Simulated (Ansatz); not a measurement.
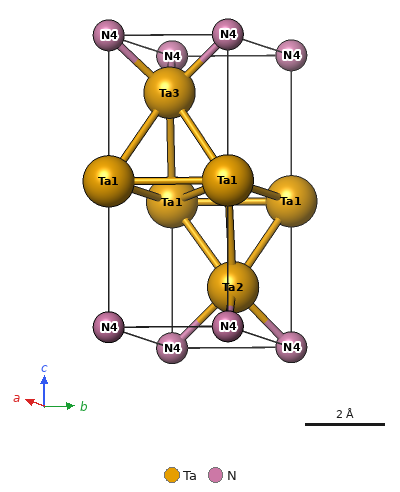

The structure (ball-and-stick view of the cell of the calculation, seen at an oblique angle; atoms are numbered from 1 in the order of the input). An atom can appear more than once, as a periodic image.

## Two runs on Ta₃N

System: Ta₃N (Cm, 4 atoms in the cell).
Method of run 1: DFT PBE, scalar-relativistic, plane waves, PAW, no spin polarisation (Ansatz 0.2.0).

The structure derives from a Materials Project entry. Text and figures count atoms from 1; the logs count them from 0 in places.

## The input, run 1
```yaml
crystal:
  lattice:
    - [3.0217748255, 0.0, 0.0]
    - [-1.5108874128, 2.6169337634, 0.0]
    - [0.0, 0.0, 7.5575881873]
  atoms:
    - { symbol: Ta, position: [0.0, 0.0, 0.5] }
    - { symbol: Ta, position: [0.3486037092, 0.6972074185, 0.1815476399] }
    - { symbol: Ta, position: [0.6666666667, 0.3333333333, 0.8264049453] }
    - { symbol: "N", position: [0.0, 0.0, 0.0] }
basis:
  ecutwfc: 420
kpoints:
  mp_grid: { grid: [18, 18, 6] }
hamiltonian:
  xc: pbe
scf:
  occupations: { method: gaussian, width: 0.15 }
output:
  forces: true
  stress: true
  eigenvalues: true
```

Command:
```bash
ansatz run input.yaml --threads 1 --pin off --max-ram 2560MiB --backend cpu --events-out ev --progress --plain --runs-dir out
```

Hardware: 1 thread of AMD EPYC (Zen 5), 32 GiB of memory available, shared host.

## Output, shortened to warnings, some set-up lines, iterations and results (run 1)
```
Basis set: ecut = 420 eV, 1189 PW (Γ), exchange–correlation on 48×48×108 points (8 copies of the dense FFT grid, shifted against one another)
Symmetry: 2 space group operations
k-points: 524 of 1944 (time reversal used)
Initial density: superposition of atomic densities (neutral atoms: chi_scale 0, normalization atom), corrected by the library's trained network
[...]
SCF iter   1: F=—  HF=-30182.575049 eV  |F-HF|=—  |Δ(HF+E_count)|=         —  Δρ=9.92e-3  dr2=2.06e-1  ethr=1.77e-3  ⟨swp⟩=4.8  Hψ=58120  notcnv=0
SCF iter   2: F=—  HF=-30182.558945 eV  |F-HF|=—  |Δ(HF+E_count)|=   1.61e-2  Δρ=4.47e-3  dr2=1.06e-2  ethr=4.69e-4  ⟨swp⟩=1.0  Hψ=18340  notcnv=0
SCF iter   3: F=—  HF=-30182.557518 eV  |F-HF|=—  |Δ(HF+E_count)|=   1.43e-3  Δρ=2.21e-3  dr2=2.75e-3  ethr=2.40e-5  ⟨swp⟩=1.0  Hψ=14139  notcnv=0
SCF iter   4: F=—  HF=-30182.556913 eV  |F-HF|=—  |Δ(HF+E_count)|=   6.05e-4  Δρ=3.33e-4  dr2=7.22e-5  ethr=6.25e-6  ⟨swp⟩=2.0  Hψ=17127  notcnv=0
SCF iter   5: F=—  HF=-30182.556919 eV  |F-HF|=—  |Δ(HF+E_count)|=   5.47e-6  Δρ=1.75e-4  dr2=2.20e-5  ethr=1.64e-7  ⟨swp⟩=2.0  Hψ=19356  notcnv=0
SCF iter   6: F=—  HF=-30182.556915 eV  |F-HF|=—  |Δ(HF+E_count)|=   3.65e-6  Δρ=3.76e-5  dr2=3.16e-6  ethr=5.01e-8  ⟨swp⟩=2.0  Hψ=18255  notcnv=0
SCF iter   7: F=-30182.556915 eV  HF=-30182.556915 eV  |F-HF|=3.41e-8  |Δ(HF+E_count)|=   1.89e-7  Δρ=8.10e-6  dr2=5.51e-8  ethr=2.27e-10  ⟨swp⟩=4.1  Hψ=56258  notcnv=0
SCF 1 converged in 7 iterations: F = -30182.556915 eV  dr2 = 5.51e-8
SCF converged after 7 iterations
Free energy (F): -30182.556915 eV
Harris-Foulkes:  -30182.556915 eV  (|F-HF|=3.41e-8)
Internal energy: -30182.518534 eV  (E = F + TS)
E sigma→0 (E₀):  -30182.537725 eV
Entropy (-TS):   -0.038381 eV (-9.595 meV/atom)
Fermi energy:    18.896843 eV
--- Per-component energies (eV) ---
  E_band       = -296.958050
  E_kinetic    = 1228.341004
  E_local      = -1859.471204  (includes V_loc(G=0)·N_el)
  E_nonlocal   = 87.453017
  E_hartree    = 646.652092
  E_xc         = -715.814251
  E_vxc        = -689.027465  (∫ρ·V_xc dr)
  E_paw        = -25316.692332  (= ΣΔE_a)
  E_vpaw       = -357.558262  (= ΣTr[D̂ρ^β])
  E_aug_tail   = 0.000523  (compensation charges beyond the density's cutoff)
  E_ewald      = -4252.987384
  E_smearing   = -0.038381  (= −TS)
  E_closure    = 0.000000  (closes the sum)
  Σ components = -30182.556915   (vs F -30182.556915, Δ=0.00e0)
--- Forces (eV/Å), atoms counted from 1 ---
  atom   1  Ta     0.00000000    -0.00408229     0.42510389
  atom   2  Ta     0.00000000    -0.31831918    -0.89026729
  atom   3  Ta     0.00000000    -0.05375331     0.08368990
  atom   4  N     -0.00000000     0.37615218     0.38160368
  max |Σ_I F_I| component: 1.30e-4 eV/Å
--- Stress (GPa, compression-positive) ---
       -0.474438       0.000000       0.000000
        0.000000      -1.921407      -1.300499
        0.000000      -1.300500       0.597834
  P = ⅓ Tr σ = -0.5993 GPa (-5.993 kbar)
```

The input of run 2 differs as follows (lines with − go, lines with + come):
```diff
-    - { symbol: Ta, position: [0.3486037092, 0.6972074185, 0.1815476399] }
+    - { symbol: Ta, position: [0.3363874085, 0.672774817, 0.1751855717] }
```

How does run 2 compare with run 1?

With the same functional and potentials, run 2 lies 10.0 meV per atom lower. The pressure goes from −0.60 to −0.18 GPa. The largest force goes from 0.945 to 0.206 eV/Å. The number of SCF iterations is the same.

## Output, shortened to warnings, some set-up lines, iterations and results (run 2)
```
Basis set: ecut = 420 eV, 1189 PW (Γ), exchange–correlation on 48×48×108 points (8 copies of the dense FFT grid, shifted against one another)
Symmetry: 2 space group operations
k-points: 524 of 1944 (time reversal used)
Initial density: superposition of atomic densities (neutral atoms: chi_scale 0, normalization atom), corrected by the library's trained network
[...]
SCF iter   1: F=—  HF=-30182.608963 eV  |F-HF|=—  |Δ(HF+E_count)|=         —  Δρ=8.90e-3  dr2=1.22e-1  ethr=1.77e-3  ⟨swp⟩=4.9  Hψ=58173  notcnv=0
SCF iter   2: F=—  HF=-30182.598577 eV  |F-HF|=—  |Δ(HF+E_count)|=   1.04e-2  Δρ=4.43e-3  dr2=9.00e-3  ethr=2.78e-4  ⟨swp⟩=1.0  Hψ=18340  notcnv=0
SCF iter   3: F=—  HF=-30182.597283 eV  |F-HF|=—  |Δ(HF+E_count)|=   1.29e-3  Δρ=2.13e-3  dr2=2.47e-3  ethr=2.05e-5  ⟨swp⟩=1.0  Hψ=14135  notcnv=0
SCF iter   4: F=—  HF=-30182.596759 eV  |F-HF|=—  |Δ(HF+E_count)|=   5.24e-4  Δρ=3.03e-4  dr2=7.24e-5  ethr=5.62e-6  ⟨swp⟩=2.2  Hψ=16845  notcnv=0
SCF iter   5: F=—  HF=-30182.596751 eV  |F-HF|=—  |Δ(HF+E_count)|=   8.36e-6  Δρ=7.81e-5  dr2=3.45e-6  ethr=1.64e-7  ⟨swp⟩=2.0  Hψ=18612  notcnv=0
SCF iter   6: F=—  HF=-30182.596750 eV  |F-HF|=—  |Δ(HF+E_count)|=   6.36e-7  Δρ=1.35e-5  dr2=1.19e-7  ethr=7.84e-9  ⟨swp⟩=2.0  Hψ=19264  notcnv=0
SCF iter   7: F=-30182.596750 eV  HF=-30182.596750 eV  |F-HF|=1.64e-9  |Δ(HF+E_count)|=   5.08e-9  Δρ=2.56e-6  dr2=3.95e-9  ethr=2.27e-10  ⟨swp⟩=4.7  Hψ=49317  notcnv=0
SCF 1 converged in 7 iterations: F = -30182.596750 eV  dr2 = 3.95e-9
SCF converged after 7 iterations
Free energy (F): -30182.596750 eV
Harris-Foulkes:  -30182.596750 eV  (|F-HF|=1.64e-9)
Internal energy: -30182.558671 eV  (E = F + TS)
E sigma→0 (E₀):  -30182.577711 eV
Entropy (-TS):   -0.038079 eV (-9.520 meV/atom)
Fermi energy:    18.906244 eV
--- Per-component energies (eV) ---
  E_band       = -298.040253
  E_kinetic    = 1228.824040
  E_local      = -1886.374800  (includes V_loc(G=0)·N_el)
  E_nonlocal   = 87.478686
  E_hartree    = 659.443951
  E_xc         = -715.923050
  E_vxc        = -689.175691  (∫ρ·V_xc dr)
  E_paw        = -25316.780485  (= ΣΔE_a)
  E_vpaw       = -357.680837  (= ΣTr[D̂ρ^β])
  E_aug_tail   = 0.000528  (compensation charges beyond the density's cutoff)
  E_ewald      = -4239.227541
  E_smearing   = -0.038079  (= −TS)
  E_closure    = -0.000000  (closes the sum)
  Σ components = -30182.596750   (vs F -30182.596750, Δ=0.00e0)
--- Forces (eV/Å), atoms counted from 1 ---
  atom   1  Ta    -0.00000000     0.00152418     0.08209166
  atom   2  Ta     0.00000000    -0.08422170    -0.18807201
  atom   3  Ta     0.00000000    -0.00993404     0.02127056
  atom   4  N     -0.00000000     0.09263161     0.08470879
  max |Σ_I F_I| component: 1.00e-6 eV/Å
--- Stress (GPa, compression-positive) ---
       -0.155585       0.000000       0.000000
        0.000000      -0.477489      -0.269117
        0.000000      -0.269117       0.085535
  P = ⅓ Tr σ = -0.1825 GPa (-1.825 kbar)
```

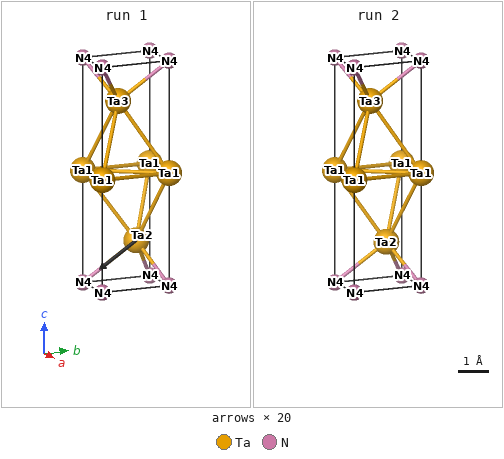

The two input geometries at one scale (ball-and-stick view of the cell of the calculation, seen slightly off an axis). The black arrows on the first give the shifts of the atoms relative to the cell, magnified 20 times. The largest move is that of Ta2, 0.080 Å. N stays in place. The lattice vectors keep their values. Among the contacts that change: Ta2–N4 2.283 → 2.203 Å, Ta1–Ta2 2.950 → 3.007 Å.

## The two runs side by side

```csv
quantity,run 1,run 2
outcome,converged,converged
free energy per atom (eV),−7545.6392,−7545.6492
"energy per atom, smearing taken to zero (eV)",−7545.6344,−7545.6444
gap on the mesh (eV),0.00,0.00
pressure (GPa),−0.60,−0.18
largest force (eV/Å),0.945,0.206
SCF iterations,7,7
irreducible k-points,524,524
plane waves at Γ,1189,1189
wall time (shared host),17 s,16 s
```

For both runs: Spin–orbit coupling is left out, which matters for Ta.
